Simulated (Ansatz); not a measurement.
# Dielectric response of KF (001) films

Wanted: ε of rocksalt KF (001) by finite fields on slabs, and the band edges against the vacuum where run.

Program: Ansatz 0.2.0. Level of theory: plane-wave DFT, PBE, Ansatz PAW, in the first sound run; inputs show where later runs differ. Results are calculated unless marked as measured.

### Step 1. Starting point

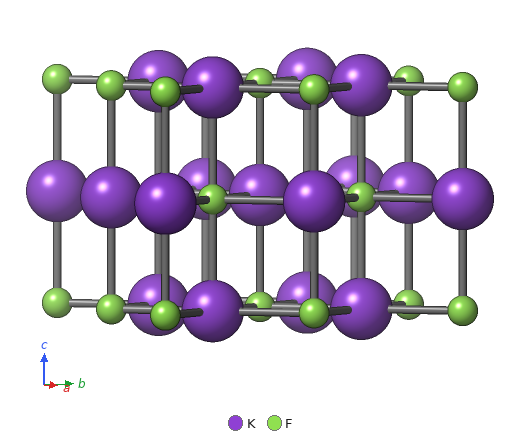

Start, viewed from the side, with the c axis up; potassium purple, fluorine green. 2×2×1 cells are drawn. Some periodic images of atoms are drawn too.

The cell holds 6 atoms: 3 K and 3 F. Its edges and angles: a = 3.783 Å, b = 3.783 Å, c = 23.350 Å, α = 90.0°, β = 90.0°, γ = 90.0°. It derives from KF (rocksalt KF). Vacuum lies along c.

### Step 2. Relaxation, 6 atoms, units 3

The structure is relaxed first, because levels and dipoles at a surface follow the positions of the outer atoms.

File input.yaml:

```yaml
crystal:
  lattice:
    - [3.78302128, 0.0, 0.0]
    - [0.0, 3.78302128, 0.0]
    - [0.0, 0.0, 23.35]
  atoms:
    - { symbol: K, position: [0.5, 0.5, 0.3854389722] }
    - { symbol: F, position: [0.0, 0.0, 0.3854389722] }
    - { symbol: K, position: [0.0, 0.0, 0.5] }
    - { symbol: F, position: [0.5, 0.5, 0.5] }
    - { symbol: K, position: [0.5, 0.5, 0.6145610278] }
    - { symbol: F, position: [0.0, 0.0, 0.6145610278] }
kpoints:
  mp_grid: { grid: [8, 8, 1] }
hamiltonian:
  xc: pbe
scf:
  occupations: { method: fixed }
  convergence: { dr2_threshold: 1.0e-09 }
efield:
  axis: 3
  dipole_correction: true
  ramp_position: 0.97
  ramp_width: 0.06
relax:
  f_tol: 0.003
  max_steps: 100
output:
  write_potential: true
  write_density: true
  volumetric_format: npy
```

Command:

```console
> ansatz run input.yaml --threads 8 --pin off --max-ram 12288MiB --backend cpu --events-out ev --progress --plain --runs-dir out
```

Numbers of over 12 decimals in the logs are rounded to 6 here.

The program printed:

```text
Engine: ansatz 0.2.0, aarch64-unknown-linux-gnu
Pseudopotentials: kind: paw
Pseudopotential: K, paw, valence charge 9, recommended cutoff 420 eV (normal), K.paw.azcp
Pseudopotential: F, paw, valence charge 7, recommended cutoff 420 eV (normal), F.paw.azcp
Functional definition: PBE
  parameter kappa = 0.804
  parameter beta = 0.066725
  exchange = pbe_x(kappa = kappa, mu = beta*pi^2/3)
  correlation = pbe_c(beta = beta)
Crystal: 6 atoms, lattice volume = 334.168 Å³
Basis set: ecut = 420 eV, 6495 PW (Γ), exchange–correlation on 54×54×320 points (8 copies of the dense FFT grid, shifted against one another)
Bands: 30, of which v1, the nominal top of the filled ones, is band 24 counted from 1 (23 counted from 0)
Symmetry: 8 space group operations
k-points: 15 of 64
Non-local potential: K, projectors of the file, l = 0: 3, l = 1: 2, l = 2: 2
Non-local potential: F, projectors of the file, l = 0: 2, l = 1: 2, l = 2: 1
PAW form: soft (Blöchl's): semilocal exchange-correlation on the pseudo side does not see the compensation charge
PAW one-centre angular grid: K, 110 points (default); XC on 64 Gauss nodes
PAW one-centre angular grid: F, 110 points (default); XC on 64 Gauss nodes
Initial density: superposition of atomic densities (neutral atoms: chi_scale 0, normalization atom), corrected by the library's trained network
Initial wavefunctions: pseudopotential atomic-orbital guess
Functional: x = pbe(κ = 0.804, μ = 0.219515), c = pbe(β = 0.066725)
SCF iter   1: F=—  HF=-7046.092686 eV  |F-HF|=—  |Δ(HF+E_count)|=         —  Δρ=6.11e-4  dr2=1.27e-3  ethr=1.77e-3  p=-0.000 e·Å  D=-5.82e-15 V/Å  ΔV_dip=0.00 eV  dr2_dipole=6.79e-10  V_vac-E_F(+/−)=6.02/6.02 eV  ⟨swp⟩=5.2  Hψ=1701  notcnv=0  defer=45
efield: sawtooth ramp at fractional position 0.9700 (set: `efield.ramp_position`, or a place that a band, a saddle search or an elastic batch's reference lends), width 0.0600; the density the first Hamiltonian is built on has a dipole p = -0.000 e·Å; the dipole correction subtracts the counter field D = -5.82e-15 V/Å, which shifts the + side's vacuum level by +0.00 eV against the − side's; the planar-averaged density in the ramp window peaks in size at 1.1e-6 e/Å³
preconditioner: auto → Resta (q_TF=auto, 1.974 Å⁻¹)  ε∞=1.8  [insulator: Δε(μ)=5.219 eV  Ē_g=14.982 eV  n_scr=42 (ndim 8)  ℏωp=13.2 eV  f_vac=0.642  ε∞_Penn≈1.8  vacuum switching on, ρ_ref=1.6e-2 e/Å³]
SCF iter   2: F=—  HF=-7046.092878 eV  |F-HF|=—  |Δ(HF+E_count)|=   1.93e-4  Δρ=4.22e-4  dr2=2.63e-4  ethr=2.66e-6  p=0.000 e·Å  D=8.26e-6 V/Å  ΔV_dip=-0.00 eV  dr2_dipole=2.10e-10  V_vac-E_F(+/−)=6.06/6.06 eV  ⟨swp⟩=3.5  Hψ=990  notcnv=0  defer=60
density mixer auto → msr1: gapped (density of states about μ 0.00 of a free-electron gas's, 42 screened modes)
SCF iter   3: F=—  HF=-7046.092964 eV  |F-HF|=—  |Δ(HF+E_count)|=   8.55e-5  Δρ=1.17e-4  dr2=3.66e-5  ethr=5.48e-7  p=0.000 e·Å  D=4.89e-6 V/Å  ΔV_dip=-0.00 eV  dr2_dipole=7.36e-11  V_vac-E_F(+/−)=6.06/6.06 eV  ⟨swp⟩=2.0  Hψ=774  notcnv=0  defer=55
SCF iter   4: F=—  HF=-7046.093082 eV  |F-HF|=—  |Δ(HF+E_count)|=   1.18e-4  Δρ=2.53e-5  dr2=1.51e-6  ethr=7.62e-8  p=-0.000 e·Å  D=-1.80e-6 V/Å  ΔV_dip=0.00 eV  dr2_dipole=9.47e-12  V_vac-E_F(+/−)=6.07/6.07 eV  ⟨swp⟩=2.9  Hψ=739  notcnv=0  defer=60
SCF iter   5: F=—  HF=-7046.092825 eV  |F-HF|=—  |Δ(HF+E_count)|=   2.57e-4  Δρ=7.40e-6  dr2=1.27e-7  ethr=3.14e-9  p=-0.000 e·Å  D=-1.06e-6 V/Å  ΔV_dip=0.00 eV  dr2_dipole=3.08e-12  V_vac-E_F(+/−)=6.07/6.07 eV  ⟨swp⟩=2.3  Hψ=796  notcnv=0  defer=60
SCF iter   6: F=—  HF=-7046.092825 eV  |F-HF|=—  |Δ(HF+E_count)|=   1.29e-7  Δρ=6.28e-6  dr2=8.41e-8  ethr=2.64e-10  p=0.000 e·Å  D=1.68e-7 V/Å  ΔV_dip=-0.00 eV  dr2_dipole=2.28e-13  V_vac-E_F(+/−)=6.07/6.07 eV  ⟨swp⟩=2.0  Hψ=729  notcnv=0  defer=60
SCF iter   7: F=—  HF=-7046.092825 eV  |F-HF|=—  |Δ(HF+E_count)|=   2.26e-8  Δρ=7.58e-7  dr2=1.14e-9  ethr=1.75e-10  p=-0.000 e·Å  D=-2.32e-8 V/Å  ΔV_dip=0.00 eV  dr2_dipole=4.43e-15  V_vac-E_F(+/−)=6.07/6.07 eV  ⟨swp⟩=2.0  Hψ=744  notcnv=0  defer=60
SCF iter   8: F=-7046.092825 eV  HF=-7046.092825 eV  |F-HF|=7.35e-10  |Δ(HF+E_count)|=   2.25e-9  Δρ=2.05e-7  dr2=6.41e-11  ethr=2.08e-12  p=-0.000 e·Å  D=-2.65e-8 V/Å  ΔV_dip=0.00 eV  dr2_dipole=2.57e-15  V_vac-E_F(+/−)=6.07/6.07 eV  ⟨swp⟩=6.1  Hψ=2200  notcnv=0
SCF 1 converged in 8 iterations: F = -7046.092825 eV  dr2 = 6.41e-11
  greatest PAW one-centre occupation: 0.988 electrons in one spin orbital (limit 2), on the K atom at site 2 (counted from 0), in its partial waves of l = 0
relax step   1: F+E_penalty+E_count = -7046.09282512 eV  Δ(F+E_penalty+E_count) = +0.000e0 eV  max|allowed force component| = 8.183e-2 eV/Å  Δτ_max = 0.0000 Å  (8 SCF iters, accepted)
Initial density: handed on by an earlier stage of this run
Initial wavefunctions: those handed on with the density
iter 1 solved again at ethr=1.05e-5 eV; its pass at ethr=3.10e-3 eV (dr2=5.05e-3 eV) is discarded
SCF iter   1: F=—  HF=-7046.093200 eV  |F-HF|=—  |Δ(HF+E_count)|=         —  Δρ=5.80e-4  dr2=4.89e-3  ethr=1.05e-5  p=-0.000 e·Å  D=-2.65e-8 V/Å  ΔV_dip=0.00 eV  dr2_dipole=3.52e-14  V_vac-E_F(+/−)=6.06/6.06 eV  ⟨swp⟩=2.3  Hψ=1743  notcnv=0  defer=60
efield: sawtooth ramp at fractional position 0.9700 (set: `efield.ramp_position`, or a place that a band, a saddle search or an elastic batch's reference lends), width 0.0600; the density the first Hamiltonian is built on has a dipole p = -0.000 e·Å; the dipole correction subtracts the counter field D = -2.65e-8 V/Å, which shifts the + side's vacuum level by +0.00 eV against the − side's; the planar-averaged density in the ramp window peaks in size at 2.1e-7 e/Å³
preconditioner: auto → Resta (q_TF=auto, 1.974 Å⁻¹)  ε∞=1.8  [insulator: Δε(μ)=5.063 eV  Ē_g=14.824 eV  n_scr=42 (ndim 8)  ℏωp=13.2 eV  f_vac=0.639  ε∞_Penn≈1.8  vacuum switching on, ρ_ref=1.6e-2 e/Å³]
SCF iter   2: F=—  HF=-7046.091781 eV  |F-HF|=—  |Δ(HF+E_count)|=   1.42e-3  Δρ=3.73e-4  dr2=1.26e-3  ethr=1.02e-5  p=0.000 e·Å  D=3.68e-8 V/Å  ΔV_dip=-0.00 eV  dr2_dipole=2.63e-15  V_vac-E_F(+/−)=5.95/5.95 eV  ⟨swp⟩=3.2  Hψ=608  notcnv=0  defer=60  κ⁻¹=1.0e0(r=1)
density mixer auto → broyden: gapped, where msr1 would fit the directions that read negative (density of states about μ 0.00 of a free-electron gas's, 42 screened modes)
SCF iter   3: F=—  HF=-7046.091551 eV  |F-HF|=—  |Δ(HF+E_count)|=   2.30e-4  Δρ=1.48e-4  dr2=5.98e-5  ethr=2.63e-6  p=0.000 e·Å  D=1.01e-8 V/Å  ΔV_dip=-0.00 eV  dr2_dipole=1.60e-14  V_vac-E_F(+/−)=5.84/5.84 eV  ⟨swp⟩=3.5  Hψ=756  notcnv=0  defer=60  κ⁻¹=5.9e-2(r=2)
[...]
SCF iter   5: F=—  HF=-7046.095658 eV  |F-HF|=—  |Δ(HF+E_count)|=   1.50e-6  Δρ=1.78e-5  dr2=5.54e-7  ethr=1.60e-8  p=0.000 e·Å  D=1.23e-8 V/Å  ΔV_dip=-0.00 eV  dr2_dipole=1.40e-15  V_vac-E_F(+/−)=5.98/5.98 eV  ⟨swp⟩=2.0  Hψ=591  notcnv=0  defer=60  κ⁻¹=7.8e-4(r=4)
SCF iter   6: F=—  HF=-7046.095390 eV  |F-HF|=—  |Δ(HF+E_count)|=   2.68e-4  Δρ=3.30e-6  dr2=1.48e-8  ethr=1.15e-9  p=0.000 e·Å  D=3.06e-8 V/Å  ΔV_dip=-0.00 eV  dr2_dipole=2.25e-14  V_vac-E_F(+/−)=5.98/5.98 eV  ⟨swp⟩=2.2  Hψ=723  notcnv=0  defer=44  κ⁻¹=2.3e-5(r=5)
SCF iter   7: F=—  HF=-7046.095390 eV  |F-HF|=—  |Δ(HF+E_count)|=   1.19e-8  Δρ=1.31e-6  dr2=2.95e-9  ethr=3.08e-11  p=-0.000 e·Å  D=-2.25e-8 V/Å  ΔV_dip=0.00 eV  dr2_dipole=1.25e-14  V_vac-E_F(+/−)=5.98/5.98 eV  ⟨swp⟩=2.9  Hψ=761  notcnv=0  defer=46  κ⁻¹=6.8e-6(r=6)
SCF iter   8: F=-7046.095390 eV  HF=-7046.095390 eV  |F-HF|=8.91e-11  |Δ(HF+E_count)|=   3.13e-9  Δρ=3.17e-7  dr2=1.33e-10  ethr=2.08e-12  p=0.000 e·Å  D=6.22e-9 V/Å  ΔV_dip=-0.00 eV  dr2_dipole=2.52e-15  V_vac-E_F(+/−)=5.98/5.98 eV  ⟨swp⟩=7.1  Hψ=2272  notcnv=0
SCF 3 converged in 8 iterations: F = -7046.095390 eV  dr2 = 1.33e-10
relax step   3: F+E_penalty+E_count = -7046.09538952 eV  Δ(F+E_penalty+E_count) = -2.564e-3 eV  max|allowed force component| = 8.935e-3 eV/Å  Δτ_max = 0.0306 Å  (8 SCF iters, accepted)
[...]
relax step   4: F+E_penalty+E_count = -7046.09550959 eV  Δ(F+E_penalty+E_count) = -1.201e-4 eV  max|allowed force component| = 3.123e-3 eV/Å  Δτ_max = 0.0069 Å  (6 SCF iters, accepted)
SCF iter   1: F=—  HF=-7046.095788 eV  |F-HF|=—  |Δ(HF+E_count)|=         —  Δρ=5.00e-5  dr2=2.13e-5  ethr=2.20e-7  p=-0.000 e·Å  D=-2.38e-8 V/Å  ΔV_dip=0.00 eV  dr2_dipole=1.70e-15  V_vac-E_F(+/−)=5.98/5.98 eV  ⟨swp⟩=2.1  Hψ=872  notcnv=0  defer=59
efield: sawtooth ramp at fractional position 0.9700 (set: `efield.ramp_position`, or a place that a band, a saddle search or an elastic batch's reference lends), width 0.0600; the density the first Hamiltonian is built on has a dipole p = -0.000 e·Å; the dipole correction subtracts the counter field D = -2.38e-8 V/Å, which shifts the + side's vacuum level by +0.00 eV against the − side's; the planar-averaged density in the ramp window peaks in size at 1.7e-7 e/Å³
preconditioner: auto → Resta (q_TF=auto, 1.974 Å⁻¹)  ε∞=1.8  [insulator: Δε(μ)=5.175 eV  Ē_g=14.888 eV  n_scr=42 (ndim 8)  ℏωp=13.2 eV  f_vac=0.639  ε∞_Penn≈1.8  vacuum switching on, ρ_ref=1.6e-2 e/Å³]
SCF iter   2: F=—  HF=-7046.095777 eV  |F-HF|=—  |Δ(HF+E_count)|=   1.08e-5  Δρ=2.08e-5  dr2=3.07e-6  ethr=4.44e-8  p=-0.000 e·Å  D=-1.07e-8 V/Å  ΔV_dip=0.00 eV  dr2_dipole=5.66e-16  V_vac-E_F(+/−)=5.98/5.98 eV  ⟨swp⟩=2.0  Hψ=672  notcnv=0  defer=26  κ⁻¹=1.0e0(r=1)
density mixer auto → broyden: gapped, where msr1 would fit the directions that read negative (density of states about μ 0.00 of a free-electron gas's, 42 screened modes)
SCF iter   3: F=—  HF=-7046.095514 eV  |F-HF|=—  |Δ(HF+E_count)|=   2.63e-4  Δρ=5.95e-6  dr2=8.92e-8  ethr=6.39e-9  p=-0.000 e·Å  D=-2.23e-8 V/Å  ΔV_dip=0.00 eV  dr2_dipole=1.10e-15  V_vac-E_F(+/−)=5.98/5.98 eV  ⟨swp⟩=2.0  Hψ=545  notcnv=0  defer=23  κ⁻¹=2.3e-2(r=2)
SCF iter   4: F=—  HF=-7046.095514 eV  |F-HF|=—  |Δ(HF+E_count)|=   1.86e-8  Δρ=2.45e-6  dr2=1.08e-8  ethr=1.86e-10  p=-0.000 e·Å  D=-3.67e-8 V/Å  ΔV_dip=0.00 eV  dr2_dipole=9.49e-16  V_vac-E_F(+/−)=5.98/5.98 eV  ⟨swp⟩=2.0  Hψ=690  notcnv=0  defer=25  κ⁻¹=3.5e-3(r=3)
SCF iter   5: F=—  HF=-7046.095514 eV  |F-HF|=—  |Δ(HF+E_count)|=   2.09e-9  Δρ=1.01e-6  dr2=1.56e-9  ethr=2.25e-11  p=-0.000 e·Å  D=-2.83e-8 V/Å  ΔV_dip=0.00 eV  dr2_dipole=2.35e-16  V_vac-E_F(+/−)=5.98/5.98 eV  ⟨swp⟩=2.0  Hψ=730  notcnv=0  defer=30  κ⁻¹=3.1e-4(r=4)
SCF iter   6: F=-7046.095514 eV  HF=-7046.095514 eV  |F-HF|=7.82e-11  |Δ(HF+E_count)|=  8.62e-10  Δρ=2.02e-7  dr2=3.70e-11  ethr=2.08e-12  p=-0.000 e·Å  D=-3.38e-8 V/Å  ΔV_dip=0.00 eV  dr2_dipole=1.36e-14  V_vac-E_F(+/−)=5.98/5.98 eV  ⟨swp⟩=6.1  Hψ=2112  notcnv=0
SCF 5 converged in 6 iterations: F = -7046.095514 eV  dr2 = 3.70e-11
relax step   5: F+E_penalty+E_count = -7046.09551410 eV  Δ(F+E_penalty+E_count) = -4.510e-6 eV  max|allowed force component| = 2.465e-4 eV/Å  Δτ_max = 0.0016 Å  (6 SCF iters, accepted)
NSCF: frozen V_eff on 15 k-points
the band table was solved once a step of the walk had ended and its energy, with any forces and stress, was formed, with the checks that follow a solve (2800 applications of the Hamiltonian). They found nothing against the state; the energy, forces and stress were not computed again (output.eigenvalues in the input reference)
WARN: The output density's exchange-correlation potential varies sharply where the density is thin. Do not read a vacuum level from v_tot or v_xc, or from such a field of the output density. On a cell that repeats whose density bears no net charge and no dipole along the vacuum's axis use v_es (v_loc + v_h of the components); under efield.dipole_correction with no amplitude use v_es + v_field, which holds any externa [...]
SCF converged after 6 iterations
Stability not checked: this state was not tested for a lower state beside it, because the mixer in use, unlike msr1, does not test its closes by its own steps (another_mixer; see scf.mixing.algorithm and scf.lower_state_search)
Free energy (F): -7046.095514 eV
Harris-Foulkes:  -7046.095514 eV  (|F-HF|=7.82e-11)
Internal energy: -7046.095514 eV  (E = F + TS)
E sigma→0 (E₀):  -7046.095514 eV
Fermi energy:    -3.383265 eV
Dipole field:    D = 0.000000 V/Å  (p = 0.000000 e·Å, saw-weighted, corrected)
Work function:   Φ+ = 5.9834 eV   Φ− = 5.9833 eV
Levels:          The Fermi level and band energies are counted from a zero that moves with the ramp; work functions are not
--- Per-component energies (eV) ---
  E_band       = -617.067936
  E_kinetic    = 1384.782208
  E_local      = -28677.984579  (includes V_loc(G=0)·N_el)
  E_nonlocal   = 257.653883
  E_hartree    = 13754.242770
  E_xc         = -648.663718
  E_vxc        = -806.242002  (∫ρ·V_xc dr)
  E_paw        = -2946.293801  (= ΣΔE_a)
  E_vpaw       = -283.768929  (= ΣTr[D̂ρ^β])
  E_aug_tail   = 0.006179  (compensation charges beyond the density's cutoff)
  E_efield     = 0.000000  (sawtooth field / dipole correction)
  E_vefield    = 0.000000  (∫n·V_field dr)
  E_ewald      = 9830.161543
  E_smearing   = -0.000000  (= −TS)
  E_closure    = 0.000000  (closes the sum)
  Σ components = -7046.095514   (vs F -7046.095514, Δ=0.00e0)
--- Forces (eV/Å), atoms counted from 1 ---
  atom   1  K      0.00000000     0.00000000    -0.00024651
  atom   2  F     -0.00000000     0.00000000     0.00014275
  atom   3  K     -0.00000000     0.00000000     0.00000014
  atom   4  F      0.00000000     0.00000000    -0.00000014
  atom   5  K     -0.00000000     0.00000000     0.00024647
  atom   6  F      0.00000000     0.00000000    -0.00014285
  max |Σ_I F_I| component: 1.41e-7 eV/Å
--- Band table (eV; the first three rows and the last of 15) ---
  k-point 0: bands = [... 20 lower, -3.3958, -3.3958, -3.3833, -3.3833, 1.7983, 1.9544, 2.7639, 3.5041, ... 2 higher]
  k-point 1: bands = [... 20 lower, -3.4822, -3.4678, -3.4400, -3.4280, 1.9894, 2.1244, 2.9441, 3.6807, ... 2 higher]
  k-point 2: bands = [... 20 lower, -3.6424, -3.5453, -3.5342, -3.5043, 2.5198, 2.6154, 3.4647, 4.1892, ... 2 higher]
  k-point 14: bands = [... 20 lower, -3.5227, -3.4881, -3.4881, -3.4285, 4.9299, 4.9299, 5.6788, 5.6788, ... 2 higher]
--- Relaxed structure (5 steps of the walk, 4 accepted, 0 SCFs on fresh bases) ---
  F+E_penalty+E_count = -7046.09551410 eV   max|allowed force component| = 2.465e-4 eV/Å
  atoms:
    - { symbol: K, position: [0.5, 0.5, 0.383806] }
    - { symbol: F, position: [0, 0.0, 0.384699] }
    - { symbol: K, position: [0, 0.0, 0.500000] }
    - { symbol: F, position: [0.5, 0.5, 0.500000] }
    - { symbol: K, position: [0.5, 0.5, 0.616194] }
    - { symbol: F, position: [0, 0.0, 0.615301] }
```

It took 5.7 s on 8 threads of Arm Neoverse V2, shared host; peak memory 0.77 GiB; 42 s of CPU time.

Step by step:

```
step  energy less that of the first step (eV)  largest force component (eV/Å)
   1                                   0.0000                          0.0818
   2                                   0.0015                          0.1018
   3                                  -0.0026                          0.0089
   4                                  -0.0027                          0.0031
   5                                  -0.0027                          0.0002
```

Relaxation step 2 was tried and not accepted.

The run keeps the 8 symmetry operations that it works with, so distortions that break them were not tested.

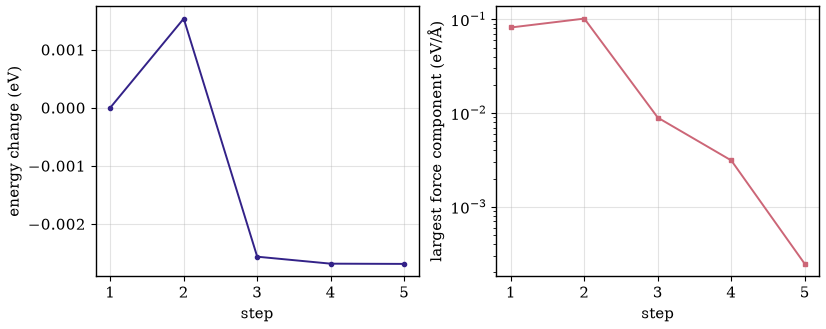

Energy and largest force along the relaxation.

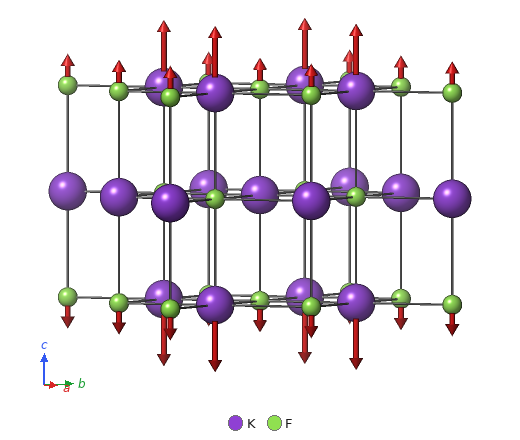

Displacements in the relaxation, exaggerated; the longest in the cell stands for 0.04 Å. 2×2×1 cells are drawn. Some periodic images of atoms are drawn too.

The atoms that moved most (Å):

```
atom     dx     dy      dz  length
  K5  0.000  0.000   0.038   0.038
  K1  0.000  0.000  -0.038   0.038
  F6  0.000  0.000   0.017   0.017
  F2  0.000  0.000  -0.017   0.017
```

Final coordinates:

```xyz
6
Lattice="3.7830 0.0000 0.0000 0.0000 3.7830 0.0000 0.0000 0.0000 23.3500" Properties=species:S:1:pos:R:3
K     1.8915    1.8915    8.9619
F     0.0000    0.0000    8.9827
K     0.0000    0.0000   11.6750
F     1.8915    1.8915   11.6750
K     1.8915    1.8915   14.3881
F     0.0000    0.0000   14.3673
```

Numbers from this step:

```yaml
gap_on_the_k_mesh: 5.182 eV
dipole_along_the_normal: 1.62e-7 e·Å
ionisation_energy_upper_face: 5.983 eV
electron_affinity_upper_face: 0.8018 eV
```

Running mean over 2.675 Å of the planar mean; the ramp of the sawtooth is left out. Table of electron's electrostatic potential energy less the highest filled level by z:

```
z (Å)  electron's electrostatic potential energy less the highest filled level (eV)
    3                                                                          5.98
    4                                                                          5.98
    5                                                                          5.98
    6                                                                          5.97
    7                                                                          5.60
    8                                                                          2.21
    9                                                                          1.26
   10                                                                          1.34
   11                                                                          1.30
   12                                                                          1.27
   13                                                                          1.37
   14                                                                          1.25
   15                                                                          1.50
   16                                                                          4.71
   17                                                                          5.94
   18                                                                          5.98
   19                                                                          5.98
   20                                                                          5.98
```

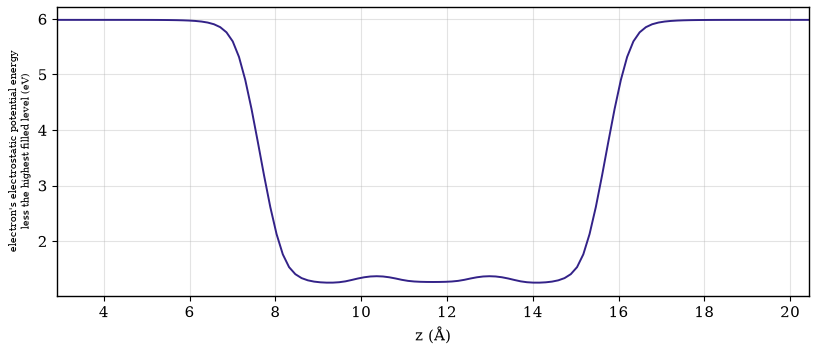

Electron's electrostatic potential energy less the highest filled level against z.

The relaxation took 5 steps and lowered the energy by 0.0027 eV; the largest force on the free atoms ends at 2.5e-4 eV/Å.

The gap is 5.18 eV, with the valence edge 5.98 eV and the conduction edge 0.80 eV under the upper vacuum level.

(Part 1 of 5 ends here.)

[Logs are printed without paths, hosts, clocks, repeated set-up lines and the standing remarks that a program may print on its own settings, such as how far it seeks lower states.]

[Hosts, paths, dates, database ids (printed as entryN), source tags and the programs' standing remarks are cut or masked in the printed files.]

[Maps of the electrostatic potential energy from Ansatz leave out the sawtooth potential of an applied field or a dipole correction, so their vacuum need not be flat; planar profiles and work functions include it.]
